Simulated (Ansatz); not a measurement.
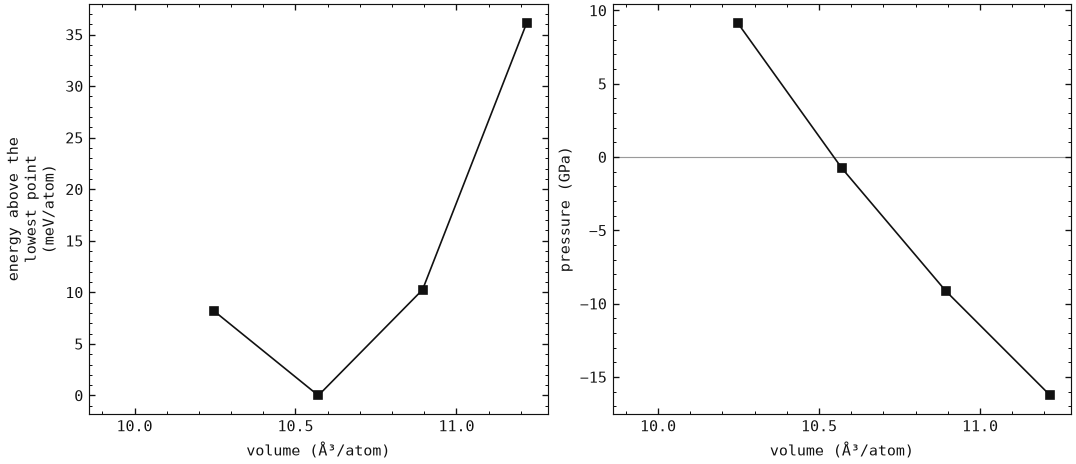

The plot gives the computed energy above the lowest point and pressure against volume for Mn, space group Im-3m (No. 229) (one of a set of cubic test structures, which need not be the stable phase).

Calculation (Ansatz 0.2.0 development build): equation of state of a cubic crystal from periodic Kohn-Sham density functional theory without spin, third-order Birch-Murnaghan fit to the free energies; pressure corrected for the finite basis. Level: r2SCAN.

```tsv
setting	value
structure type	bcc
atoms in cell	1
space group number	229
lattice centring	body-centred primitive
k mesh	17×17×17
occupation method	Fermi–Dirac
occupation width	0.1 eV
wave cutoff	500 eV
datasets	soft-1 PAW
density tolerance	1e-07 eV
bands	12
density cutoff ratio	4
search for lower states	default
```

The point at volume 9.92 Å³/atom is left out of the plot. What does the calculation give there?

| volume (Å³/atom) | energy above the lowest point (meV/atom) | pressure (GPa) |
| --- | --- | --- |
| 9.92 | 38.2 | 20.9 |

Caveats: cubic model structure, not the ambient form; modest k-mesh, values are not fully converged in k; no spin polarisation, a magnetic state may lie lower.
